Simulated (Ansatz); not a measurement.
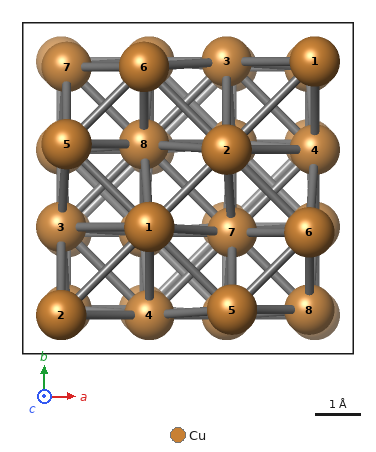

Crystalline Cu (a generated structure, set up in Fd-3m) (coarse preliminary run), before the relaxation. The picture is a ball-and-stick view of the conventional cell (4 times the calculation's cell), seen along the c axis. Lengths and directions refer to the drawn axes.

Level of theory: DFT PBE, scalar-relativistic, plane waves, PAW (Ansatz 0.2.0).

Input
```yaml
crystal:
  lattice:
    - [0.0, 3.70171323, 3.70171323]
    - [3.70171323, 0.0, 3.70171323]
    - [3.70171323, 3.70171323, 0.0]
  atoms:
    - { symbol: Cu, position: [0.88317786, 0.88317786, 0.88317786] }
    - { symbol: Cu, position: [0.88317786, 0.88317786, 0.35046643] }
    - { symbol: Cu, position: [0.88317786, 0.35046643, 0.88317786] }
    - { symbol: Cu, position: [0.35046643, 0.88317786, 0.88317786] }
    - { symbol: Cu, position: [0.36682214, 0.36682214, 0.89953357] }
    - { symbol: Cu, position: [0.36682214, 0.36682214, 0.36682214] }
    - { symbol: Cu, position: [0.36682214, 0.89953357, 0.36682214] }
    - { symbol: Cu, position: [0.89953357, 0.36682214, 0.36682214] }
basis:
  ecutwfc: 420
kpoints:
  mp_grid: { grid: [4, 4, 4] }
hamiltonian:
  xc: pbe
scf:
  occupations: { method: gaussian, width: 0.1 }
  lower_state_search: "off"
output:
  forces: true
  stress: true
  eigenvalues: true
relax:
  adjacent_minimum: "off"
  f_tol: 0.04
  max_steps: 70
  cell: { stress_tol: 0.4 }
```

Command:
```bash
ansatz run input.yaml --threads 1 --pin off --max-ram 2560MiB --backend cpu --events-out ev --progress --plain --runs-dir out
```

Question: Where does the relaxation end?

Answer: The largest moves relative to the cell, 0.10 Å, are those of 8 atoms (Cu1, Cu2, Cu3, Cu4 and others). Cu2 goes along [1 1 −1]. The drawn cell changes as follows: a = b = c 7.403 → 7.272 Å (−1.8 %); the volume changes by −5.2 %. Among the contacts that change: Cu1–Cu2 2.789 → 2.571 Å, Cu1–Cu2 (another image) 2.446 → 2.571 Å, Cu1–Cu5 2.620 → 2.571 Å. The space group (tolerance 0.01 Å) goes from Fd-3m (No. 227) to Fm-3m (No. 225). The energy falls by 75.9 meV per atom in 4 accepted moves (5 points after the start). The largest force component goes from 0.72 to under 0.0001 eV/Å. Pressure: −3.12 GPa at the start and 0.06 GPa at the end. The SCF was repeated once at an unchanged geometry on a basis and grid sized afresh for the cell, which shifted the energy by 0.6 meV per atom at most. Cost: 27 s on 1 thread of Arm Neoverse V2, on a shared host, peak memory 0.39 GiB.

The structure at the end:

```
CELL_PARAMETERS angstrom
0.00000 3.63623 3.63623
3.63623 0.00000 3.63623
3.63623 3.63623 0.00000
ATOMIC_POSITIONS crystal
Cu 0.87500 0.87500 0.87500
Cu 0.87500 0.87500 0.37500
Cu 0.87500 0.37500 0.87500
Cu 0.37500 0.87500 0.87500
Cu 0.37500 0.37500 0.87500
Cu 0.37500 0.37500 0.37500
Cu 0.37500 0.87500 0.37500
Cu 0.87500 0.37500 0.37500
```

The end point in the same view:

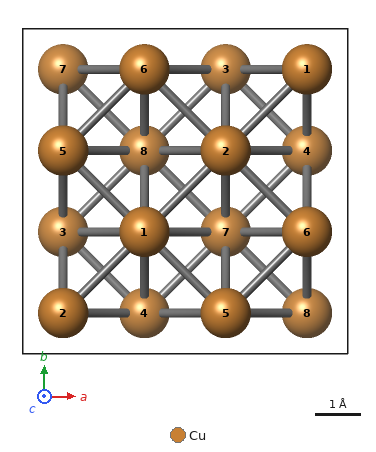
